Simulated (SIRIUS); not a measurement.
System: Cs (space group Im-3m).

How it was computed, with SIRIUS 7.12.0: all-electron LAPW DFT, no spin polarisation; energies at scaled volumes of the given cell, shape and fractions fixed, counted from the fit's minimum, third-order Birch-Murnaghan fit. All runs: no spin polarisation.

| setting | value |
| --- | --- |
| k mesh | 6×6×6 |
| occupations | Fermi–Dirac |
| smearing width | 0.05 eV |
| potentials | all electron FP LAPW |

Describe the result: the energy against volume, with one curve for each functional. The cases: BLYP; AM05.

The fitted equilibrium volumes, smallest first, are AM05 118.3, BLYP 125.0 Å³/atom. The fitted bulk moduli, smallest first, are BLYP 1.5, AM05 2.0 GPa.

BLYP:
```
volume (Å³/atom)  energy (meV/atom)
           115.1               4.40
           117.6               2.35
           120.0               0.97
           122.5               0.28
           124.9               0.00
           127.4               0.18
           129.8               0.80
```

AM05:
```
volume (Å³/atom)  energy (meV/atom)
           115.1               0.57
           117.6               0.03
           120.0               0.12
           122.5               0.86
           124.9               1.98
           127.4               3.54
           129.8               5.53
```

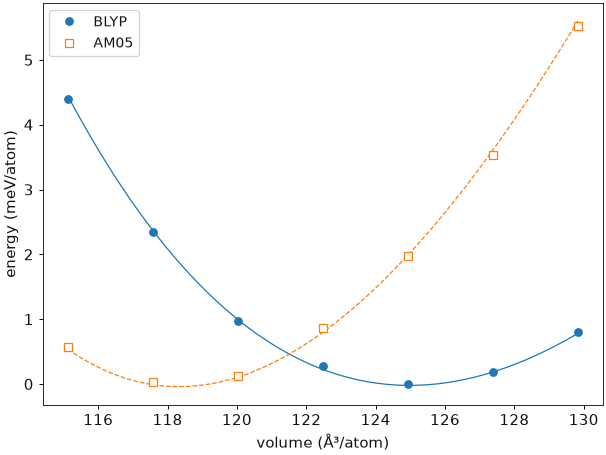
